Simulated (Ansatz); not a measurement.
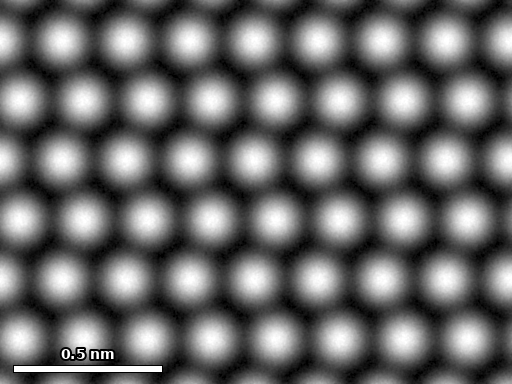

An image along [100] of one of the structures below (computed or model cells, partly hypothetical, each in its standard cell). The image is simulated as a sum over atoms of Z^1.6, blurred by a 1.17 Å probe (no channelling). The display is stretched by a gamma of 0.65; percentages refer to the linear signal. Shot noise was added.

A. Pt
Space group P6/mmm (No. 191). a = 4.553 Å, b = 4.553 Å, c = 2.715 Å, α = 90.00°, β = 90.00°, γ = 120.00°
| atom | site | symmetry | x | y | z |
| --- | --- | --- | --- | --- | --- |
| Pt | 1a | 6/mmm | 0.0000 | 0.0000 | 0.0000 |
| Pt | 2d | -6m2 | 0.3333 | 0.6667 | 0.5000 |

B. Co
Space group Fd-3m:1 (No. 227). a = 4.973 Å, b = 4.973 Å, c = 4.973 Å, α = 90.00°, β = 90.00°, γ = 90.00°
```json
{"atom": "Co", "site": "8b", "symmetry": "-43m", "x": "0.2500", "y": "0.2500", "z": "0.7500"}
```

C. Co
Space group Pm-3m (No. 221). a = 2.250 Å, b = 2.250 Å, c = 2.250 Å, α = 90.00°, β = 90.00°, γ = 90.00°
| atom | site | symmetry | x | y | z |
| --- | --- | --- | --- | --- | --- |
| Co | 1a | m-3m | 0.0000 | 0.0000 | 0.0000 |

D. Co
Space group P6_3/mmc (No. 194). a = 2.512 Å, b = 2.512 Å, c = 4.056 Å, α = 90.00°, β = 90.00°, γ = 120.00°
```
atom  site  symmetry       x       y       z
  Co    2c      -6m2  0.3333  0.6667  0.2500
```

Which structure was imaged?

Answer. D, Co. Along [100] the projected cells are A 2.71 × 3.94 Å, 90°; B 1.76 × 1.76 Å, 90°; C 2.25 × 2.25 Å, 90°; D 2.18 × 4.06 Å, 90°. The image repeats as D does.

Structure D: the geometry given to an electronic-structure calculation, possibly off equilibrium.
